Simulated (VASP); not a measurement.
System TePb (space group Fm-3m, No. 225); source of the atomic positions: the geometry relaxed with VASP 6.6.1, VASP Kohn-Sham DFT of a periodic cell, MS2, VASP PAW PBE potentials, recommended.

```cif
data_structure
_symmetry_space_group_name_H-M 'Fm-3m'
_symmetry_Int_Tables_number 225
_cell_length_a 6.4529
_cell_length_b 6.4529
_cell_length_c 6.4529
_cell_angle_alpha 90.000
_cell_angle_beta 90.000
_cell_angle_gamma 90.000
_cell_volume 268.70
loop_
_atom_site_label
_atom_site_type_symbol
_atom_site_symmetry_multiplicity
_atom_site_Wyckoff_symbol
_atom_site_fract_x
_atom_site_fract_y
_atom_site_fract_z
_atom_site_occupancy
Pb1 Pb 4 a 0.00000 0.00000 0.00000 1
Te1 Te 4 b 0.50000 0.00000 0.00000 1
```

Bonds are taken as Pb–Te below 3.6 Å. Simplification: prune 0- and 1-connected atoms, fold 2-connected ones into links.

What net does this leave?

The result is a uninodal 6-connected, three-periodic net: Pb and Te are 6-connected nodes. It is the pcu net, known from NaCl, ReO3 and the B-X framework of perovskite. It is a single net, without interpenetration.

```
     node  links  point symbol               coordination sequence
Pb and Te      6        4¹²·6³  6 18 38 66 102 146 198 258 326 402
```

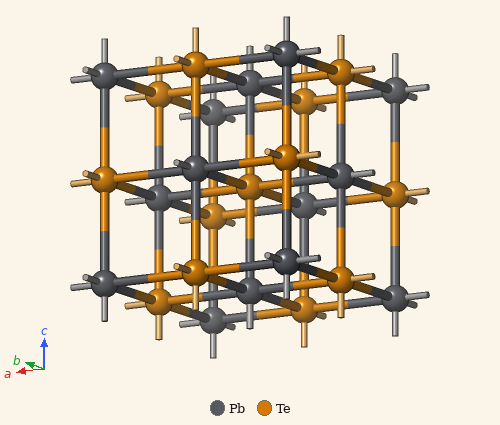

Nodes are coloured by element. Short stubs are edges that leave the cut-out.
